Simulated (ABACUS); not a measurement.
Band-structure run of Cu (part 2 of 2)

Continued. System: Cu (Fm-3m, 1 atom in the cell). Method: Kohn-Sham DFT of a periodic cell, rSCAN, SG15 ONCV 1.2 PBE, no spin polarisation (ABACUS 3.10.1); cutoff 1442.2 eV, 8×8×8 k-mesh, fermi-dirac of 0.05 eV. The structure derives from an entry of the Crystallography Open Database.

Geometry of the input (Å; fractional positions):
```
0.0000  1.8075  1.8075
1.8075  0.0000  1.8075
1.8075  1.8075  0.0000
Cu 0.0000  0.0000  0.0000
```

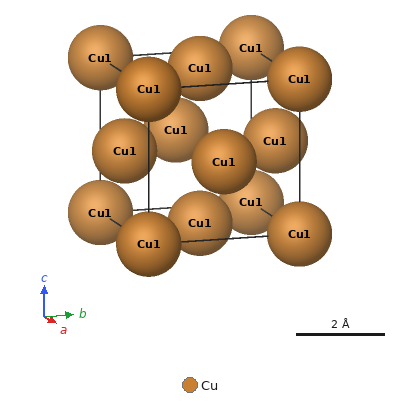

Fig. 1: The structure as given in the input (spheres-only view of the cell 4 times as large as that of the calculation, set on its symmetry axes, seen slightly off an axis; atoms are numbered from 1 in the order of the input).

Output, continued:
```
 Density error is 0.00292570971786
                          Error Threshold = 8.10423871088e-05
----------------------------------------------------------
     Energy           Rydberg                 eV
----------------------------------------------------------
 E_KohnSham     -365.3503250224      -4970.8461864565
 E_Harris       -366.1795890723      -4982.1289026816
 E_Fermi        1.2750696612         17.3482127390
----------------------------------------------------------

 PW ALGORITHM --------------- ION=   1  ELEC=   3--------------------------------

 Density error is 0.00100085814564
                          Error Threshold = 1.53984721993e-05
----------------------------------------------------------
     Energy           Rydberg                 eV
----------------------------------------------------------
 E_KohnSham     -365.3607563811      -4970.9881123731
 E_Harris       -364.7633591467      -4962.8601060151
 E_Fermi        1.2579135537         17.1147919219
----------------------------------------------------------

 PW ALGORITHM --------------- ION=   1  ELEC=   4--------------------------------

 Density error is 2.05357245033e-05
                          Error Threshold = 5.26767445073e-06
----------------------------------------------------------
     Energy           Rydberg                 eV
----------------------------------------------------------
 E_KohnSham     -365.3620094867      -4971.0051617494
 E_Harris       -365.3026093203      -4970.1969810237
 E_Fermi        1.2645651781         17.2052919145
----------------------------------------------------------

 PW ALGORITHM --------------- ION=   1  ELEC=   5--------------------------------

 Density error is 4.85967272728e-07
                          Error Threshold = 1.08082760544e-07
----------------------------------------------------------
     Energy           Rydberg                 eV
----------------------------------------------------------
 E_KohnSham     -365.3620713252      -4971.0060031055
 E_Harris       -365.3661991535      -4971.0621650904
 E_Fermi        1.2661154322         17.2263842043
----------------------------------------------------------

 PW ALGORITHM --------------- ION=   1  ELEC=   6--------------------------------

 Density error is 4.03899883568e-08
                          Error Threshold = 2.55772248804e-09
----------------------------------------------------------
     Energy           Rydberg                 eV
----------------------------------------------------------
 E_KohnSham     -365.3620720008      -4971.0060122970
 E_Harris       -365.3657596670      -4971.0561855697
 E_Fermi        1.2658572584         17.2228715682
----------------------------------------------------------

 PW ALGORITHM --------------- ION=   1  ELEC=   7--------------------------------

 Density error is 3.97497538796e-10
                          Error Threshold = 2.12578886089e-10
----------------------------------------------------------
     Energy           Rydberg                 eV
----------------------------------------------------------
 E_KohnSham     -365.3620720108      -4971.0060124335
 E_KS(sigma->0) -365.3619117082      -4971.0038314049
 E_Harris       -365.3622009070      -4971.0077661557
 E_band         -27.4618388401       -373.6374857832
 E_one_elec     -196.8088262293      -2677.7214534098
 E_Hartree      108.8483734190       1480.9580965301
 E_xc           -35.1164208935       -477.7834175185
 E_Ewald        -242.2848777018      -3296.4548759782
 E_entropy(-TS) -0.0003206052        -0.0043620571
 E_descf        0.0000000000         0.0000000000
 E_exx          0.0000000000         0.0000000000
 E_Fermi        1.2657989947         17.2220788503
----------------------------------------------------------

 charge density convergence is achieved
 final etot is -4971.0060124 eV
 EFERMI = 17.22207885 eV

 STATE ENERGY(eV) AND OCCUPATIONS    NSPIN == 1
 1/8 kpoint (Cartesian) = 0.0000 0.0000 0.0000 (1459 pws)
       1       -98.8062     0.00390625
       2       -55.1457     0.00390625
       3       -55.1457     0.00390625
       4       -55.1457     0.00390625
       5        7.73757     0.00390625
       6        14.0865     0.00390625
       7        14.0865     0.00390625
       8        14.0865     0.00390625
       9        14.9233     0.00390625
      10        14.9233     0.00390625
      11        40.9561        0.00000
      12        43.8301        0.00000
      13        43.8301        0.00000
      14        43.8301        0.00000
      15        46.1335        0.00000
      16        46.1335        0.00000
      17        46.1335        0.00000
      18        50.1116        0.00000
      19        55.3726        0.00000
      20        55.3726        0.00000

 2/8 kpoint (Cartesian) = 0.034578 0.034578 0.034578 (1450 pws)
       1       -98.8041      0.0312500
       2       -55.1615      0.0312500
       3       -55.1480      0.0312500
       4       -55.1480      0.0312500
       5        8.32088      0.0312500
       6        13.9751      0.0312500
       7        14.1819      0.0312500
       8        14.1819      0.0312500
       9        14.8940      0.0312500
      10        14.8940      0.0312500
      11        36.9767        0.00000
      12        41.6306        0.00000
      13        42.4824        0.00000
      14        42.4824        0.00000
      15        48.2387        0.00000
      16        48.2387        0.00000
      17        48.2480        0.00000
      18        51.6096        0.00000
      19        51.6096        0.00000
      20        53.9744        0.00000

 3/8 kpoint (Cartesian) = 0.069156 0.069156 0.069156 (1462 pws)
       1       -98.7991      0.0312500
       2       -55.1996      0.0312500
       3       -55.1538      0.0312500
       4       -55.1538      0.0312500
       5        9.92894      0.0312500
       6        13.8395      0.0312500
       7        14.2454      0.0312500
       8        14.2454      0.0312500
       9        15.0083      0.0312500
      10        15.0083      0.0312500
      11        30.3496        0.00000
      12        40.8161        0.00000
      13        41.2071        0.00000
      14        41.2071        0.00000
      15        47.0747        0.00000
      16        47.0747        0.00000
      17        48.3067        0.00000
      18        52.9717        0.00000
      19        52.9717        0.00000
      20        57.7393        0.00000

 4/8 kpoint (Cartesian) = 0.10373 0.10373 0.10373 (1471 pws)
       1       -98.7941      0.0312500
       2       -55.2376      0.0312500
       3       -55.1595      0.0312500
       4       -55.1595      0.0312500
       5        11.6315      0.0312500
       6        14.1228      0.0312500
       7        14.1228      0.0312500
       8        14.6108      0.0312500
       9        15.3370      0.0312500
      10        15.3370      0.0312500
      11        24.5685    4.83555e-66
      12        39.8175        0.00000
      13        40.6287        0.00000
      14        40.6287        0.00000
      15        44.4308        0.00000
      16        44.4308        0.00000
      17        48.6785        0.00000
      18        58.0078        0.00000
      19        58.0078        0.00000
      20        61.6064        0.00000

 5/8 kpoint (Cartesian) = 0.13831 0.13831 0.13831 (1476 pws)
       1       -98.7921      0.0156250
       2       -55.2533      0.0156250
       3       -55.1619      0.0156250
       4       -55.1619      0.0156250
       5        12.0368      0.0156250
       6        14.0522      0.0156250
       7        14.0522      0.0156250
       8        15.5020      0.0156250
       9        15.5020      0.0156250
      10        16.3422      0.0156250
      11        21.3011    5.80135e-38
      12        39.3862        0.00000
      13        40.5357        0.00000
      14        40.5357        0.00000
      15        43.3941        0.00000
      16        43.3941        0.00000
      17        48.8675        0.00000
      18        62.7721        0.00000
      19        62.7721        0.00000
      20        64.9240        0.00000

 6/8 kpoint (Cartesian) = 0.0000 0.0000 0.069156 (1447 pws)
       1       -98.8034      0.0234375
       2       -55.1610      0.0234375
       3       -55.1517      0.0234375
       4       -55.1517      0.0234375
       5        8.51305      0.0234375
       6        13.8668      0.0234375
       7        14.2679      0.0234375
       8        14.2679      0.0234375
       9        14.7326      0.0234375
      10        15.0036      0.0234375
      11        39.0586        0.00000
      12        39.5981        0.00000
      13        39.5981        0.00000
      14        41.3738        0.00000
      15        46.7157        0.00000
      16        49.7040        0.00000
      17        50.7913        0.00000
      18        50.7913        0.00000
      19        54.3135        0.00000
      20        56.8022        0.00000

[... levels at 2 further k points ...]

------------------------------------------------------------------------------------------
 TOTAL-FORCE (eV/Angstrom)
------------------------------------------------------------------------------------------
                       Cu1         0.0000000000         0.0000000000         0.0000000000
------------------------------------------------------------------------------------------

----------------------------------------------------------------
 TOTAL-STRESS (KBAR)
----------------------------------------------------------------
       -47.5147813335        -0.0000000000        -0.0000000000
         0.0000000000       -47.5147813335         0.0000000000
        -0.0000000000         0.0000000000       -47.5147813335
----------------------------------------------------------------
 TOTAL-PRESSURE: -47.514781 KBAR

 --------------------------------------------
 !FINAL_ETOT_IS -4971.0060124334695502 eV
 --------------------------------------------
```

Standard output:
```
ABACUS
v3.10.1

               Atomic-orbital Based Ab-initio Computation at UStc

 dft_functional readin is: MGGA_X_RSCAN+MGGA_C_RSCAN
 dft_functional in pseudopot file is: PBE
 Please make sure this is what you need

%%%%%%%%%%%%%%%%%%%%%%%%%%%%%%%%%%%%%%%%%%%%%%%%%%%%%%%%%%%%%%%%%%%%%%%%%%%%%%%%%%%%%%%%%%%%%%%%%%%%%%%%%
 Warning: the number of valence electrons in pseudopotential > 11 for Cu: [Ar] 3d10 4s1
 Pseudopotentials with additional electrons can yield (more) accurate outcomes, but may be less efficient.
 If you're confident that your chosen pseudopotential is appropriate, you can safely ignore this warning.
%%%%%%%%%%%%%%%%%%%%%%%%%%%%%%%%%%%%%%%%%%%%%%%%%%%%%%%%%%%%%%%%%%%%%%%%%%%%%%%%%%%%%%%%%%%%%%%%%%%%%%%%%

 UNIFORM GRID DIM        : 32 * 32 * 32
 UNIFORM GRID DIM(BIG)   : 32 * 32 * 32
func,idMGGA_X_RSCAN 493
func,idMGGA_C_RSCAN 494
 ---------------------------------------------------------
 Self-consistent calculations for electrons
 ---------------------------------------------------------
 SPIN    KPOINTS         PROCESSORS  THREADS
 1       29              4           4
 ---------------------------------------------------------
 Use plane wave basis
 ---------------------------------------------------------
 ELEMENT NATOM       XC
 Cu      1
 ---------------------------------------------------------
 Initial plane wave basis and FFT box
 ---------------------------------------------------------
 -------------------------------------------
 SELF-CONSISTENT :
 -------------------------------------------
 START CHARGE      : atomic
 ITER       ETOT/eV          EDIFF/eV         DRHO         DKIN     TIME/s
 DA1     -4.97045428e+03   0.00000000e+00   1.5398e-02   1.0188e+00   1.80
 DA2     -4.97084619e+03  -3.91905198e-01   2.9257e-03   5.0169e-01   0.62
 DA3     -4.97098811e+03  -1.41925917e-01   1.0009e-03   1.5363e-01   0.49
 DA4     -4.97100516e+03  -1.70493764e-02   2.0536e-05   3.1878e-02   0.53
 DA5     -4.97100600e+03  -8.41356057e-04   4.8597e-07   3.0530e-03   0.70
 DA6     -4.97100601e+03  -9.19144894e-06   4.0390e-08   1.5026e-04   0.57
 DA7     -4.97100601e+03  -1.36514937e-07   3.9750e-10   7.0134e-05   0.53
----------------------------------------------------------------
 TOTAL-STRESS (KBAR)
----------------------------------------------------------------
       -47.5147813335        -0.0000000000        -0.0000000000
         0.0000000000       -47.5147813335         0.0000000000
        -0.0000000000         0.0000000000       -47.5147813335
----------------------------------------------------------------
 TOTAL-PRESSURE: -47.514781 KBAR
```

Results in brief:

| quantity | value |
| --- | --- |
| outcome | converged |
| space group (tolerance 0.01 Å) | Fm-3m (225) |
| electrons treated | 19 |
| free energy | −4971.0060 eV |
| Fermi energy of the self-consistent step | 17.222 eV |
| gap on the k-point mesh | none (metallic) |
| pressure | −4.75 GPa |
| largest force (length of the vector) | under 0.001 eV/Å |
| hardware | 4 threads of Intel Xeon (Granite Rapids), 16 GiB of memory available, shared host |
| wall time | 6.2 s (CPU time 23 s) |
| peak memory | 0.32 GiB |
